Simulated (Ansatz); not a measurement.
# Ni$_{7}$Ge$_{4}$: what the electrons do

Space group P-6m2; the calculation finds a residual pressure of about −7 GPa at this fixed cell; computed without spin polarisation. The cell comes from a database of computed structures, not from a measurement.

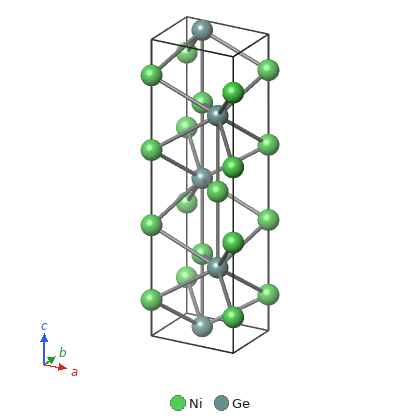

The conventional cell.

```
Ni Ge
1.0
     3.93584    0.00000    0.00000
    -1.96792    3.40854    0.00000
     0.00000    0.00000    9.92155
Ni Ge
7 4
Cartesian
  0.0000 0.0000 3.7020
  0.0000 0.0000 8.7187
  0.0000 0.0000 1.2029
  0.0000 0.0000 6.2195
  1.9679 1.1362 4.9608
  0.0000 2.2724 2.4301
  0.0000 2.2724 7.4915
  1.9679 1.1362 2.4167
  1.9679 1.1362 7.5049
  0.0000 2.2724 0.0000
  0.0000 2.2724 4.9608
```

Method: DFT LDA, scalar-relativistic, plane waves, PAW in Ansatz 0.2.0.

Core electrons are frozen (PAW), so the maps are meaningful between the atoms, not at the nuclei.

### 1. Bonding charge

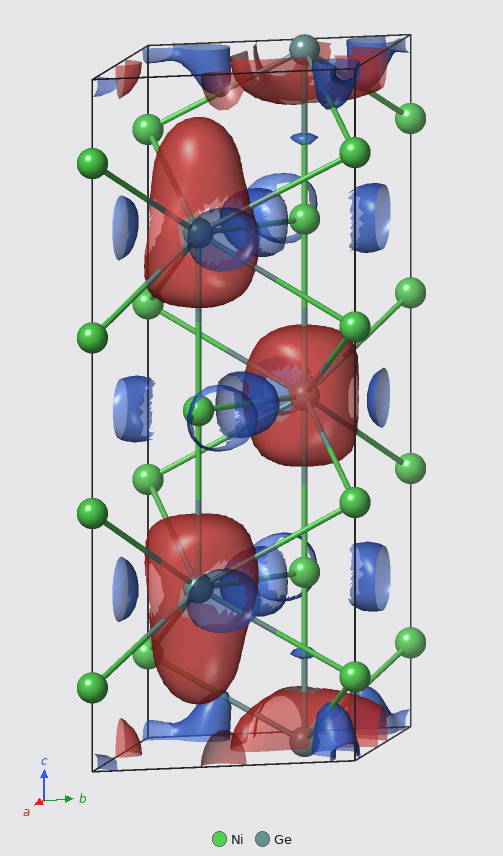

Bonding charge density, ρ(crystal) − Σ ρ(neutral atoms): blue surfaces at +0.03 and red ones at −0.03 e/Å³, in the conventional cell seen slightly off an axis (the regions close to the nuclei are left out). Cores are masked to 0.8 Å (Ni) and 0.8 Å (Ge).

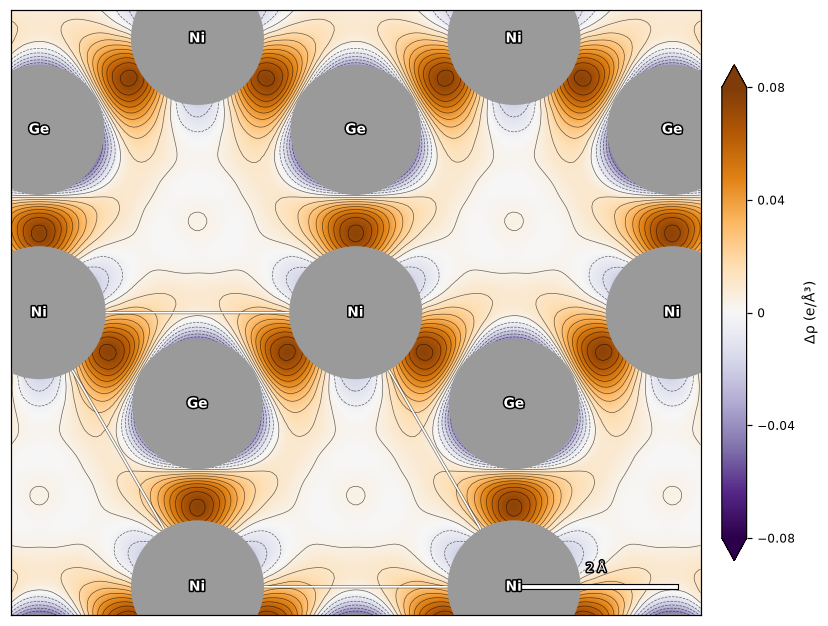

Second picture: a map on the (001) plane of the conventional cell, with grey discs over the atomic cores.

Q: Where does charge go when the atoms form this crystal?

A: Ge–Ni (2.27 Å): Δρ is +0.07 e/Å³ at the midpoint. Ni–Ni (2.41 Å): Δρ is +0.04 e/Å³ at the midpoint (this contact isn't in the plane drawn). Over the whole cell, outside the masked cores, the largest gain, 0.08 e/Å³, lies 1.0 Å from a nickel nucleus and 1.3 Å from a germanium one, and the largest loss lies at the edge of the masked core of Ge. The rearranged charge, half the integral of |Δρ|, is about 0.12 e an atom. Bader charges: Ni −0.25 to −0.03 and Ge +0.26 e. Among metals such charges hang on how the charge between the atoms is shared out.

### 2. One group of states

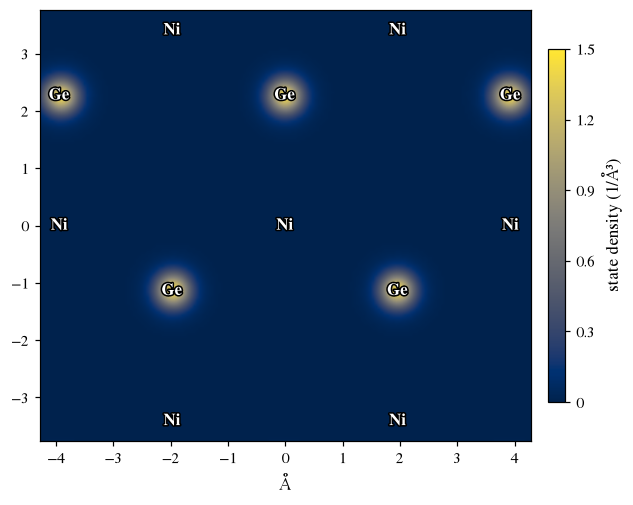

Density of the Kohn–Sham states from −24.97 to −24.62 eV about the Fermi level (a separate group of bands (semicore or deep states)), scaled to one electron a cell: a map on the (001) plane of the conventional cell.

Q: Which atoms and orbitals make up these states?

A: Löwdin projections on the PAW files' atomic orbitals give Ge 3d (over 95 %).
- In space (atomic cells sized by Bader volumes) the density divides as Ge over 95 % and Ni little.
- It nearly vanishes midway along the shortest Ge–Ni contact.
- It nearly vanishes midway along the shortest Ni–Ni contact.
- The group holds 40 electrons when full, in the cell of the calculation (11 atoms).
- Little of the density lies between the atoms' surroundings.

### 3. Another level of theory

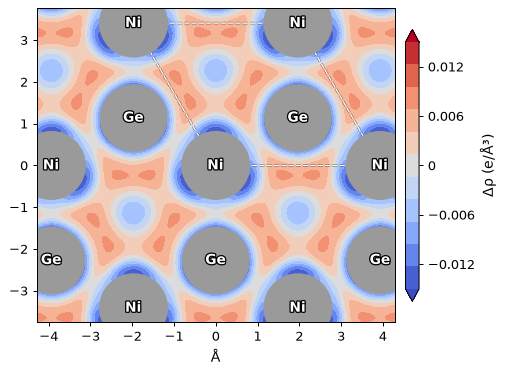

Ni$_{7}$Ge$_{4}$: difference of two self-consistent densities at the same geometry, ρ(r2SCAN) − ρ(LDA), on the (001) plane of the conventional cell. Grey discs cover the cores, where the PAW densities can't be compared. Cores are masked to 0.8 Å (Ni) and 0.8 Å (Ge).

Both runs: Ansatz, scalar-relativistic, plane waves and PAW, same cutoff, k-points and PAW files (made with PBE).

Q: How does the change of level move the electrons?

A: Against LDA, and outside the masked cores, the largest gain, 0.009 e/Å³, lies 1.3 Å from a germanium nucleus and 1.5 Å from a nickel one, and the largest loss lies at the edge of the masked cores of Ni and Ge.
Bader charges are Ni −0.25 to −0.03 and Ge +0.26 e with LDA and Ni −0.23 to +0.03 and Ge +0.18 e with r2SCAN. Among metals such charges hang on how the charge between the atoms is shared out.
At this volume the pressure is −7 GPa with LDA and 0 GPa with r2SCAN.

### 4. Change of volume

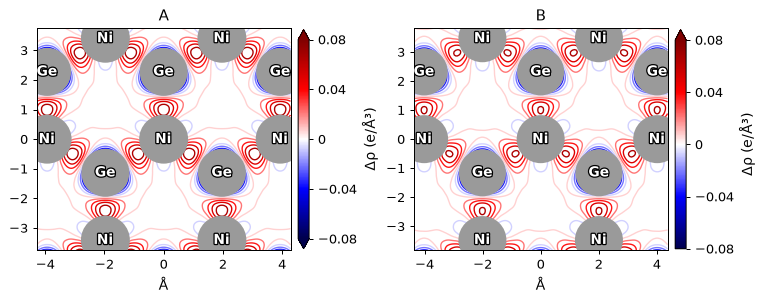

Ni$_{7}$Ge$_{4}$: deformation density on the (001) plane of the conventional cell at two volumes, with the same fractional coordinates and one colour scale. Grey discs cover the cores. Panel B has 106 % of the volume of panel A.

Q: What changes between the database cell and the scaled one?

A: From A to B, Ge–Ni goes from 2.27 to 2.32 Å, and Δρ at its midpoint from +0.07 to +0.06 e/Å³.
The pressure is −7 GPa in A and −16 GPa in B.
The rearranged charge is 0.12 e an atom in A and 0.12 e in B.

### 5. Putting it together

The two pressures give a mean stiffness −ΔP/Δln V of about 148 GPa over this range, with the atoms held at their fractional positions.
